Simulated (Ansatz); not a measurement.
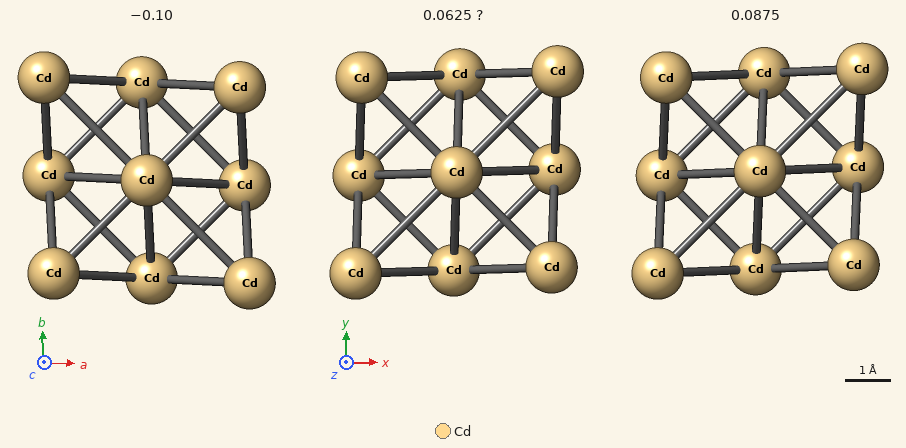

Energy scan for crystalline Cd (Fm-3m), in which the cell is strained in shear in the xy plane, with the atoms kept at their fractional coordinates. x, y and z are the Cartesian axes of the input. A ball-and-stick model of the conventional cell (4 times the calculation's cell), repeated 1 × 1 × 2 with one cell outlined, seen along the c axis. Lengths and directions refer to the drawn axes.

The calculation used DFT LDA, scalar-relativistic, plane waves, PAW in Ansatz. Settings: plane-wave cutoff 420 eV; k-point mesh 18 × 18 × 18; occupations gaussian; smearing width 0.15 eV; no spin polarisation. Energies (free energies at the smearing named) are counted from the cell as listed in its source, which wasn't relaxed.

```csv
engineering shear strain,E − E(ref) (meV/atom)
−0.1000,−6.46
−0.0500,−1.53
0.0000,0.00
0.0125,−0.08
0.0250,−0.35
0.0375,−0.85
0.0625,?
0.0750,−3.60
0.0875,−4.97
```

Fill in the missing row.

Answer. A straight line between the two neighbours gives −2.68 meV/atom. A cubic through the four nearest rows (0.0250, 0.0375, 0.0750, 0.0875) gives, with Lagrange weights, (−0.2000)(−0.35) + (0.5000)(−0.85) + (1.0000)(−3.60) + (−0.3000)(−4.97) = −2.46 meV/atom. The calculation gives −2.42 meV/atom, so the cubic is 0.04 meV/atom too low and the straight line 0.26 meV/atom too low, as the curve bends downwards here.

The whole profile:

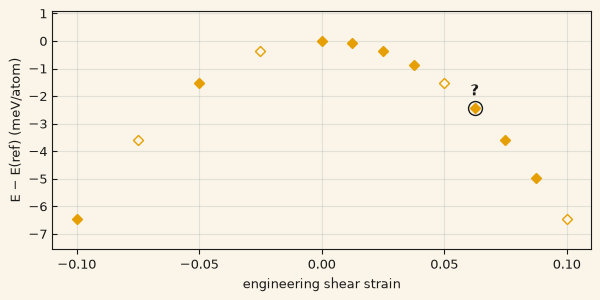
